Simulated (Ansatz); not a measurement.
**Nb-Ti stack of (100) layers: lattice stability ahead of a resistivity run**

The plan: relax Nb-Ti stack of (100) layers, check its phonons, and, if the lattice is stable, compute its Eliashberg function and ρ(T).

Method: DFT PBEsol, scalar-relativistic, plane waves, PAW, in Ansatz 0.2.0.

## 1. Starting point

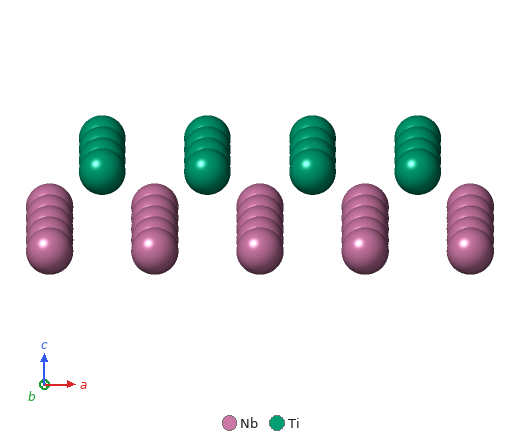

The starting structure, seen nearly edge on (niobium pink, titanium teal). 4×4×1 cells are drawn. Some periodic images of atoms are drawn too.

The cell holds 2 atoms: 1 Nb and 1 Ti. Cell: a = 2.923 Å, b = 2.923 Å, c = 13.067 Å, α = 90.0°, β = 90.0°, γ = 90.0°. Vacuum lies along c.

## 2. Rough relaxation

The start is far from rest, so a relaxation with loose thresholds does the first part.

input.yaml

```yaml
crystal:
  lattice:
    - [2.92265, 0.0, 0.0]
    - [0.0, 2.92265, 0.0]
    - [0.0, 0.0, 13.06663]
  atoms:
    - { symbol: Nb, position: [0.0, 0.0, 0.4209196] }
    - { symbol: Ti, position: [0.5, 0.5, 0.5790804] }
  periodic: [true, true, false]
kpoints:
  mp_grid: { grid: [6, 6, 1] }
hamiltonian:
  xc: pbesol
scf:
  occupations: { method: gaussian, width: 0.1 }
output:
  forces: true
  stress: true
  eigenvalues: true
relax:
  adjacent_minimum: "off"
  f_tol: 0.05
  max_steps: 80
  cell: { stress_2d_tol: 0.02 }
```

Started as:

```bash
> ansatz run input.yaml --threads 4 --pin off --max-ram 16384MiB --backend cpu --events-out ev --progress --plain --runs-dir out
```

Numbers of over 12 decimals in the logs are rounded to 6 here.

The log of the run:

```text
Warning: crystal.periodic: the lattice vector that does not repeat stood 0.000° off the slab's normal, 13.067 Å along it as the deck builds it. The run solves the slab on a vector along the normal, 27.933 Å long, with every atom where it was (on the deck's vector they left 11.00 Å outside them, and the widest stretch free of ions among them is 2.07 Å). A fractional position that the run reports is one of the run's ce [...]
The last accepted step is kept in <dir> (removed where the run ends without a failure and the disk answers)
crystal.periodic: the lattice vector that does not repeat stood 0.000° off the slab's normal, 13.067 Å along it as the deck builds it. The run solves the slab on a vector along the normal, 27.933 Å long, with every atom where it was (on the deck's vector they left 11.00 Å outside them, and the widest stretch free of ions among them is 2.07 Å). A fractional position that the run reports is one of the run's cell, which [...]
Engine: ansatz 0.2.0, aarch64-unknown-linux-gnu
Pseudopotentials: kind: paw
Pseudopotential: Nb, paw, valence charge 13, recommended cutoff 420 eV (normal), Nb.paw.azcp
Pseudopotential: Ti, paw, valence charge 12, recommended cutoff 420 eV (normal), Ti.paw.azcp
Functional definition: PBEsol
  exchange = pbesol_x
  correlation = pbesol_c
Crystal: 2 atoms, lattice volume = 238.603 Å³
Basis set: ecut = 420 eV, 4593 PW (Γ), exchange–correlation on 40×40×384 points (8 copies of the dense FFT grid, shifted against one another)
Bands: 17, of which v1, the nominal top of the filled ones, is band 13 counted from 1 (12 counted from 0)
Symmetry: 8 space group operations
Space group: P4mm (ITA 99), of the structure as read, at distance tolerance 6.2e-5 Å
k-points: 10 of 36
Non-local potential: Nb, projectors of the file, l = 0: 3, l = 1: 2, l = 2: 2, l = 3: 1
Non-local potential: Ti, projectors of the file, l = 0: 3, l = 1: 2, l = 2: 3, l = 3: 1
PAW form: soft (Blöchl's): semilocal exchange-correlation on the pseudo side does not see the compensation charge
PAW frozen core: Nb, regenerated for the run's functional, and the local potential with it (the file was generated under x = pbe(κ = 0.804, μ = 0.219515), c = pbe(β = 0.066725))
PAW frozen core: Ti, regenerated for the run's functional, and the local potential with it (the file was generated under x = pbe(κ = 0.804, μ = 0.219515), c = pbe(β = 0.066725))
PAW one-centre angular grid: Nb, 590 points (default); XC on 64 Gauss nodes
PAW one-centre angular grid: Ti, 590 points (default); XC on 64 Gauss nodes
Initial density: superposition of atomic densities (neutral atoms: chi_scale 0, normalization atom), corrected by the library's trained network
Initial wavefunctions: pseudopotential atomic-orbital guess
Functional: x = pbesol(κ = 0.804, μ = 0.123457), c = pbesol(β = 0.046)
SCF iter   1: F=—  HF=-6966.849969 eV  |F-HF|=—  |Δ(HF+E_count)|=         —  Δρ=5.43e-3  dr2=5.80e-1  ethr=1.77e-3  ⟨swp⟩=9.5  Hψ=1214  notcnv=0
preconditioner: auto → LDOS  [insulator: Δε(μ)=0.102 eV  Ē_g=2.735 eV  σ=0.100 eV  W_gap=0.52  n_scr=16 (ndim 8)  ℏωp=7.2 eV  f_vac=0.747  D(μ)=4.77/eV (n_scr^D=16)  ε∞_Penn≈8.0  β→1.0]
SCF iter   2: F=—  HF=-6966.792272 eV  |F-HF|=—  |Δ(HF+E_count)|=   5.77e-2  Δρ=3.35e-3  dr2=6.62e-2  ethr=1.77e-3  ⟨swp⟩=2.8  Hψ=324  notcnv=0  defer=2
SCF iter   3: F=—  HF=-6966.802642 eV  |F-HF|=—  |Δ(HF+E_count)|=   1.04e-2  Δρ=1.56e-3  dr2=1.86e-2  ethr=2.65e-4  ⟨swp⟩=3.3  Hψ=298  notcnv=0  defer=2
SCF iter   4: F=—  HF=-6966.800820 eV  |F-HF|=—  |Δ(HF+E_count)|=   1.82e-3  Δρ=2.72e-4  dr2=9.36e-4  ethr=7.45e-5  ⟨swp⟩=2.6  Hψ=234  notcnv=0  defer=2
SCF iter   5: F=—  HF=-6966.801006 eV  |F-HF|=—  |Δ(HF+E_count)|=   1.87e-4  Δρ=1.35e-4  dr2=1.38e-4  ethr=3.75e-6  ⟨swp⟩=2.8  Hψ=235  notcnv=0  defer=2
SCF iter   6: F=—  HF=-6966.801048 eV  |F-HF|=—  |Δ(HF+E_count)|=   4.18e-5  Δρ=1.06e-4  dr2=1.03e-4  ethr=5.52e-7  ⟨swp⟩=3.6  Hψ=315  notcnv=0  defer=2
SCF iter   7: F=—  HF=-6966.801049 eV  |F-HF|=—  |Δ(HF+E_count)|=   1.09e-6  Δρ=3.53e-5  dr2=4.81e-6  ethr=4.10e-7  ⟨swp⟩=2.7  Hψ=268  notcnv=0  defer=2
SCF iter   8: F=—  HF=-6966.801042 eV  |F-HF|=—  |Δ(HF+E_count)|=   6.78e-6  Δρ=9.37e-6  dr2=2.59e-7  ethr=1.92e-8  ⟨swp⟩=3.4  Hψ=314  notcnv=0  defer=2
iter 9 did not close the SCF: its close was put off until two iterations running show no level that it waits for move by more than its bar (scf_convergence_deferred on its scf_iter line)
SCF iter   9: F=-6966.801043 eV  HF=-6966.801043 eV  |F-HF|=2.39e-8  |Δ(HF+E_count)|=   3.54e-7  Δρ=4.04e-6  dr2=7.76e-8  ethr=4.00e-10  ⟨swp⟩=11.7  Hψ=979  notcnv=0
iter 10 did not close the SCF: its close was put off until two iterations running show no level that it waits for move by more than its bar (scf_convergence_deferred on its scf_iter line)
SCF iter  10: F=-6966.801043 eV  HF=-6966.801043 eV  |F-HF|=9.02e-9  |Δ(HF+E_count)|=   6.72e-8  Δρ=1.75e-6  dr2=7.02e-9  ethr=3.10e-10  ⟨swp⟩=3.9  Hψ=632  notcnv=0
SCF iter  11: F=-6966.801043 eV  HF=-6966.801043 eV  |F-HF|=4.99e-9  |Δ(HF+E_count)|=   7.38e-9  Δρ=6.64e-7  dr2=8.34e-10  ethr=2.81e-11  ⟨swp⟩=3.2  Hψ=653  notcnv=0
SCF 1 converged in 11 iterations: F = -6966.801043 eV  dr2 = 8.34e-10
  greatest PAW one-centre occupation: 0.999 electrons in one spin orbital (limit 2), on the Ti atom at site 1 (counted from 0), in its partial waves of l = 0
relax step   1: F+E_penalty+E_count = -6966.80104278 eV  Δ(F+E_penalty+E_count) = +0.000e0 eV  max|allowed force component| = 1.036e0 eV/Å  Δτ_max = 0.0000 Å  P = -10.238 N/m  Ω = 238.603 Å³  fix = [c, alpha, beta]  reactions: c +0.000 N/m  (11 SCF iters, dr2 threshold 1.00e-7 eV, accepted)
Crystal: 2 atoms, lattice volume = 215.790 Å³
Basis set: ecut = 420 eV, 4289 PW (Γ), exchange–correlation on 40×40×384 points (8 copies of the dense FFT grid, shifted against one another)
Initial density: handed on by an earlier stage of this run
Initial wavefunctions: those handed on with the density
SCF iter   1: F=—  HF=-6967.035108 eV  |F-HF|=—  |Δ(HF+E_count)|=         —  Δρ=1.28e-2  dr2=1.02e0  ethr=3.10e-3  ⟨swp⟩=11.7  Hψ=1323  notcnv=0
preconditioner: auto → LDOS  [metal: Δε(μ)=0.128 eV  Ē_g=3.407 eV  σ=0.100 eV  W_gap=0.47  n_scr=16 (ndim 8)  ℏωp=7.6 eV  f_vac=0.757  D(μ)=5.70/eV (n_scr^D=18)  β→1.0]
SCF iter   2: F=—  HF=-6966.883535 eV  |F-HF|=—  |Δ(HF+E_count)|=   1.52e-1  Δρ=6.89e-3  dr2=3.50e-1  ethr=3.10e-3  ⟨swp⟩=3.0  Hψ=378  notcnv=0  defer=2
SCF iter   3: F=—  HF=-6966.887704 eV  |F-HF|=—  |Δ(HF+E_count)|=   4.17e-3  Δρ=2.94e-3  dr2=9.92e-2  ethr=1.40e-3  ⟨swp⟩=3.2  Hψ=328  notcnv=0  defer=2
[...]
SCF iter  10: F=-6967.268947 eV  HF=-6967.268947 eV  |F-HF|=1.96e-7  |Δ(HF+E_count)|=   7.14e-7  Δρ=3.99e-6  dr2=1.32e-7  ethr=8.00e-10  ⟨swp⟩=11.6  Hψ=1032  notcnv=0
the search or the solves at the SCF's close seem to have found levels that the self-consistency loop had missed (the run counts 1). By its estimate they hold under 1e-12 electrons; where the run keeps them, the occupations were computed again with them
SCF 3 converged in 10 iterations: F = -6967.268947 eV  dr2 = 1.32e-7
relax step   3: F+E_penalty+E_count = -6967.26894733 eV  Δ(F+E_penalty+E_count) = -3.849e-1 eV  max|allowed force component| = 8.659e-3 eV/Å  Δτ_max = 0.1603 Å  P = -3.770 N/m  Ω = 210.118 Å³  energy of the carried Pulay correction = +3.640e-4 eV  fix = [c, alpha, beta]  reactions: c -0.000 N/m  (10 SCF iters, dr2 threshold 2.00e-7 eV, accepted)
[...]
relax step   4: F+E_penalty+E_count = -6967.35141703 eV  Δ(F+E_penalty+E_count) = -8.247e-2 eV  max|allowed force component| = 1.205e-1 eV/Å  Δτ_max = 0.0532 Å  P = -1.043 N/m  Ω = 196.586 Å³  energy of the carried Pulay correction = +5.537e-4 eV  fix = [c, alpha, beta]  reactions: c -0.000 N/m  (8 SCF iters, dr2 threshold 2.00e-7 eV, accepted)
[...]
relax step   5: F+E_penalty+E_count = -6967.35367216 eV  Δ(F+E_penalty+E_count) = -2.255e-3 eV  max|allowed force component| = 7.280e-2 eV/Å  Δτ_max = 0.0026 Å  P = +0.176 N/m  Ω = 193.831 Å³  energy of the carried Pulay correction = +5.938e-4 eV  fix = [c, alpha, beta]  reactions: c +0.000 N/m  (6 SCF iters, dr2 threshold 2.00e-7 eV, accepted)
[...]
relax step   6: F+E_penalty+E_count = -6967.35428721 eV  Δ(F+E_penalty+E_count) = -6.150e-4 eV  max|allowed force component| = 1.795e-2 eV/Å  Δτ_max = 0.0081 Å  P = +0.039 N/m  Ω = 194.578 Å³  energy of the carried Pulay correction = +5.829e-4 eV  fix = [c, alpha, beta]  reactions: c +0.000 N/m  (6 SCF iters, dr2 threshold 2.00e-7 eV, accepted)
[...]
relax step   7: F+E_penalty+E_count = -6967.35430956 eV  Δ(F+E_penalty+E_count) = -2.234e-5 eV  max|allowed force component| = 4.830e-4 eV/Å  Δτ_max = 0.0013 Å  P = -0.002 N/m  Ω = 194.591 Å³  energy of the carried Pulay correction = +5.827e-4 eV  fix = [c, alpha, beta]  reactions: c -0.000 N/m  (6 SCF iters, dr2 threshold 2.59e-9 eV, accepted)
Basis set: ecut = 420 eV, 3817 PW (Γ), exchange–correlation on 36×36×384 points (8 copies of the dense FFT grid, shifted against one another)
Initial wavefunctions: pseudopotential atomic-orbital guess (no wavefunctions were taken with the density)
iter 1 solved again at ethr=3.12e-6 eV; its pass at ethr=3.10e-3 eV (dr2=7.81e-4 eV) is discarded
SCF iter   1: F=—  HF=-6967.353652 eV  |F-HF|=—  |Δ(HF+E_count)|=         —  Δρ=8.10e-5  dr2=1.44e-6  ethr=3.12e-6  ⟨swp⟩=5.4  Hψ=1961  notcnv=0
eigensolver tolerance schedule: the retry pair's looser diagonalisation over-reported the residual by 542.00 of it (diagonalisation noise at 1.21 of the residual, at the tolerance the schedule requests for it); recorded, not acted on — ethr = c·dr2/N_el stays at c = 1.0e-1
preconditioner: auto → LDOS  [metal: Δε(μ)=0.062 eV  Ē_g=3.418 eV  σ=0.100 eV  W_gap=0.34  n_scr=16 (ndim 8)  ℏωp=8.0 eV  f_vac=0.745  D(μ)=3.79/eV (n_scr^D=16)  β→1.0]
SCF iter   2: F=—  HF=-6967.353664 eV  |F-HF|=—  |Δ(HF+E_count)|=   1.21e-5  Δρ=2.46e-5  dr2=3.77e-6  ethr=5.75e-9  ⟨swp⟩=4.2  Hψ=455  notcnv=0
SCF iter   3: F=—  HF=-6967.353664 eV  |F-HF|=—  |Δ(HF+E_count)|=   2.43e-7  Δρ=4.54e-6  dr2=2.19e-7  ethr=5.75e-9  ⟨swp⟩=3.7  Hψ=358  notcnv=0
SCF iter   4: F=—  HF=-6967.353664 eV  |F-HF|=—  |Δ(HF+E_count)|=   8.89e-8  Δρ=5.62e-6  dr2=1.19e-7  ethr=8.76e-10  ⟨swp⟩=4.2  Hψ=382  notcnv=0
SCF iter   5: F=—  HF=-6967.353664 eV  |F-HF|=—  |Δ(HF+E_count)|=   1.29e-8  Δρ=1.16e-6  dr2=1.10e-8  ethr=4.78e-10  ⟨swp⟩=3.6  Hψ=336  notcnv=0
SCF iter   6: F=—  HF=-6967.353664 eV  |F-HF|=—  |Δ(HF+E_count)|=   6.55e-9  Δρ=2.21e-7  dr2=1.22e-10  ethr=4.42e-11  ⟨swp⟩=2.3  Hψ=265  notcnv=0
SCF iter   7: F=—  HF=-6967.353664 eV  |F-HF|=—  |Δ(HF+E_count)|=   1.71e-9  Δρ=8.60e-8  dr2=2.03e-11  ethr=1.00e-12  ⟨swp⟩=2.9  Hψ=325  notcnv=0
SCF iter   8: F=—  HF=-6967.353664 eV  |F-HF|=—  |Δ(HF+E_count)|=  1.95e-10  Δρ=2.34e-8  dr2=2.44e-12  ethr=1.00e-12  ⟨swp⟩=1.5  Hψ=197  notcnv=0
SCF iter   9: F=-6967.353664 eV  HF=-6967.353664 eV  |F-HF|=2.55e-11  |Δ(HF+E_count)|=  2.27e-10  Δρ=1.58e-8  dr2=1.06e-12  ethr=1.00e-12  ⟨swp⟩=13.3  Hψ=1262  notcnv=0
SCF 8 converged in 9 iterations: F = -6967.353664 eV  dr2 = 1.06e-12
relax step   8: F+E_penalty+E_count = -6967.35366416 eV  Δ(F+E_penalty+E_count) = +6.454e-4 eV  max|allowed force component| = 2.416e-4 eV/Å  Δτ_max = 0.0000 Å  P = +0.000 N/m  Ω = 194.591 Å³  fix = [c, alpha, beta]  reactions: c +0.000 N/m  stress off target by 2.41e-4 N/m on what of the cell is left free  SCF on the basis re-selected at this cell (its energy is not comparable with the rows above)  (9 SCF iters)
basis re-selected at this cell: Δ(F+E_penalty+E_count) = +6.454e-4 eV, ΔP = +0.003 N/m vs the last step (what re-selecting the basis moved, of the pressure what is left beyond the Pulay correction that the steps carried, after the strain that the cell walked since its last selection, with what the two solves' SCF thresholds leave and, on support functions, any second-order correction that the steps lacked; it is no measure of the basis error at this ecutwfc). The dense FFT grid was sized anew with the basis: this SCF ran on 18×18×192 points, the steps before it on 20×20×192, so part of this shift can come from that change (see relax.cell in the input reference). [rest of the remark cut]
SCF converged after 9 iterations
Free energy (F): -6967.353664 eV
Harris-Foulkes:  -6967.353664 eV  (|F-HF|=2.55e-11)
Internal energy: -6967.334693 eV  (E = F + TS)
E sigma→0 (E₀):  -6967.344179 eV
Entropy (-TS):   -0.018971 eV (-9.486 meV/atom)
Fermi energy:    -4.421437 eV
--- Per-component energies (eV) ---
  E_band       = -728.934147
  E_kinetic    = 670.363896
  E_local      = -47261.036528  (includes V_loc(G=0)·N_el)
  E_nonlocal   = 134.576034
  E_hartree    = 23171.010163
  E_xc         = -270.380564
  E_vxc        = -332.979629  (∫ρ·V_xc dr)
  E_paw        = -4041.861395  (= ΣΔE_a)
  E_vpaw       = -281.878506  (= ΣTr[D̂ρ^β])
  E_aug_tail   = 0.000117  (compensation charges beyond the density's cutoff)
  E_ewald      = 20629.665491
  E_core_change = 0.328093  (= ΣΔE_core)
  E_smearing   = -0.018971  (= −TS)
  E_closure    = 0.000000  (closes the sum)
  Σ components = -6967.353664   (vs F -6967.353664, Δ=0.00e0)
--- Forces (eV/Å), atoms counted from 1 ---
  atom   1  Nb    -0.00000000     0.00000000     0.00024184
  atom   2  Ti     0.00000000    -0.00000000    -0.00024146
  max |Σ_I F_I| component: 3.79e-7 eV/Å
--- 2D stress c σ (N/m, compression-positive) ---
        0.000241       0.000000       0.000000
        0.000000       0.000241       0.000000
        0.000000       0.000000       0.000000
  P = ½ c Tr σ = 0.0002 N/m
--- Band table (eV; the first three rows and the last of 10) ---
  k-point 0: bands = [... 9 lower, -8.2750, -7.5126, -5.4036, -5.2841, -4.3806, -3.2321, -2.4582, -2.4582]
  k-point 1: bands = [... 9 lower, -7.6899, -6.5373, -5.4006, -4.9676, -4.1944, -3.8354, -2.6953, -2.3472]
  k-point 2: bands = [... 9 lower, -7.0819, -5.9108, -5.0754, -4.3952, -4.1230, -2.4233, -2.2425, -2.1125]
  k-point 9: bands = [... 9 lower, -7.0920, -6.4750, -6.4750, -2.9384, -2.9384, -1.9025, -1.1759, 0.5296]
--- Relaxed structure (7 steps of the walk, 7 accepted, 1 SCFs on fresh bases) ---
  F+E_penalty+E_count = -6967.35366416 eV   max|allowed force component| = 2.416e-4 eV/Å   (the final SCF, on the basis selected at the relaxed cell)
  cell:  # Å, volume = 194.5911 Å³
    - [2.639373, 0.0, 0]
    - [0.0, 2.639373, 0.0]
    - [0, 0.0, 27.933257]
  atoms:
    - { symbol: Nb, position: [0, 0.0, 0.195331] }
    - { symbol: Ti, position: [0.5, 0.5, 0.272449] }
```

It took 10 s on 4 threads of Arm Neoverse V2, shared host; peak memory 0.48 GiB.

Relaxation path:

| step | energy less that of the first step (eV) | largest force component (eV/Å) | volume (Å³) |
| --- | --- | --- | --- |
| 1 | 0.0000 | 1.0364 | 238.60 |
| 2 | -0.0831 | 2.3039 | 215.79 |
| 3 | -0.4679 | 0.0087 | 210.12 |
| 4 | -0.5504 | 0.1205 | 196.59 |
| 5 | -0.5526 | 0.0728 | 193.83 |
| 6 | -0.5532 | 0.0180 | 194.58 |
| 7 | -0.5533 | 0.0005 | 194.59 |
| 8* | -0.5526 | 0.0002 | 194.59 |

Relaxation steps marked * repeat the geometry before them on a plane-wave basis chosen anew for their cell, so energy and pressure can jump there.

Forces are held to the 8 operations that the run works with; a distortion that breaks them can't arise in this run.

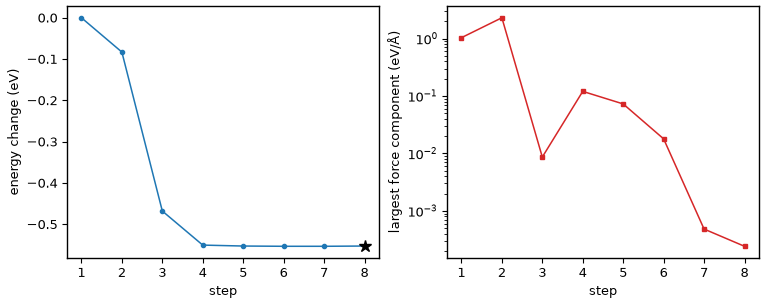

Energy and largest force along the relaxation. Stars mark steps on a basis chosen anew.

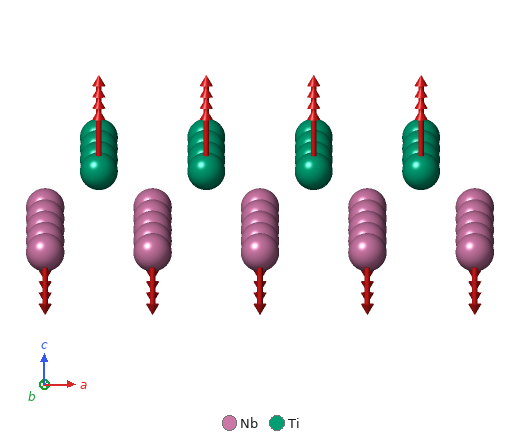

Displacements in the relaxation, exaggerated, measured against the changing cell; the longest in the cell stands for 0.04 Å. 4×4×1 cells are drawn. Some periodic images of atoms are drawn too.

| cell as run | before | after | change |
| --- | --- | --- | --- |
| a (Å) | 2.923 | 2.639 | -9.7 % |
| b (Å) | 2.923 | 2.639 | -9.7 % |

The atoms that moved most (Å, along periodic axes as changes of fractional coordinates times the final cell, across vacuum about the mean position):

| atom | dx | dy | dz | length |
| --- | --- | --- | --- | --- |
| Nb1 | 0.000 | 0.000 | -0.044 | 0.044 |
| Ti2 | 0.000 | 0.000 | 0.044 | 0.044 |

The relaxed structure:

```xyz
2
Lattice="2.6394 0.0000 0.0000 0.0000 2.6394 0.0000 0.0000 0.0000 27.9333" Properties=species:S:1:pos:R:3
Nb    0.0000    0.0000    5.4562
Ti    1.3197    1.3197    7.6104
```

Numbers from this step:

* metallic on mesh: yes
* gap on the k-mesh: 0 eV

The relaxation ends with a largest force component of 2.4e-4 eV/Å.

[end of part 1 of 3]

[Logs are printed without paths, hosts, clocks, repeated set-up lines and the standing remarks that a program may print on its own settings, such as how far it seeks lower states.]

[Hosts, paths, dates, database ids (printed as entryN), source tags and the programs' standing remarks are cut or masked in the printed files.]
